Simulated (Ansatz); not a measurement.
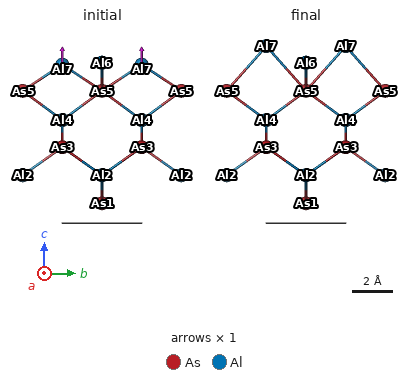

The structure of a slab of composition Al$_{4}$As$_{3}$ (cut from the F-43m phase) before (left) and after (right) a constrained relaxation, at one scale. The purple arrows give the displacements, at their true length.

The picture is a ball-and-stick view of the cell of the calculation, outlined in the plane, without the vacuum, seen along the a axis.

Case: Al over the place (2/4, 2/4) of the surface cell, its height relaxed. The slab is the (1 0 0) face of AlAs with Al on it. 6 atoms are held fixed.

Level of theory: Ansatz 0.2.0, DFT PBEsol, scalar-relativistic, plane waves, PAW.

Input
```yaml
crystal:
  lattice:
    - [4.0125456562, 0.0, 0.0]
    - [0.0, 4.0125456562, 0.0]
    - [0.0, 0.0, 26.0932456083]
  atoms:
    - { symbol: As, position: [0.0, 0.5, 0.3257547999] }
    - { symbol: Al, position: [0.5, 0.5, 0.3801232422] }
    - { symbol: As, position: [0.5, 0.0, 0.4344916847] }
    - { symbol: Al, position: [0.0, 0.0, 0.4871067024] }
    - { symbol: As, position: [0.0, 0.5, 0.5437549896] }
    - { symbol: Al, position: [0.5, 0.5, 0.5983507225] }
    - { symbol: Al, position: [1.0, 1.0, 0.5945183131], spin: 1.0 }
basis:
  ecutwfc: 420
kpoints:
  mp_grid: { grid: [7, 7, 1] }
hamiltonian:
  xc: pbesol
scf:
  occupations: { method: gaussian, width: 0.05 }
output:
  forces: true
  eigenvalues: true
  populations: true
  write_density: true
  write_potential: true
  elf: true
  volumetric_format: npy
magnetization:
  spin_polarized: true
relax:
  adjacent_minimum: "off"
  f_tol: 0.02
  max_steps: 25
  constraints: [{ sites: [0, 1, 2, 3, 4, 5] }, { site: 6, fix: xy }]
efield:
  axis: 3
  dipole_correction: true
  ramp_width: 0.04
```

Run as
```bash
ansatz run input.yaml --threads 2 --pin off --max-ram 5120MiB --backend cpu --events-out ev --progress --plain --runs-dir out
```

> What changed between the two?

The atom that moves furthest is Al7 (0.94 Å along the normal (+c)). As stays in place. The lattice vectors keep their values. Some distances before and after: As5–Al7 2.404 → 3.022 Å. Over 6 geometry steps the energy falls by 0.958 eV per cell of the calculation. The largest force component goes from 2.4 to 0.0036 eV/Å. The program noted that the starting moments weren't kept. The run may lie on a higher electronic state than the lowest, so the end point isn't shown to be the ground-state structure.

Limits of the set-up: the periodic images lie only 4.0 Å apart, so the values are limited by the cell's size.
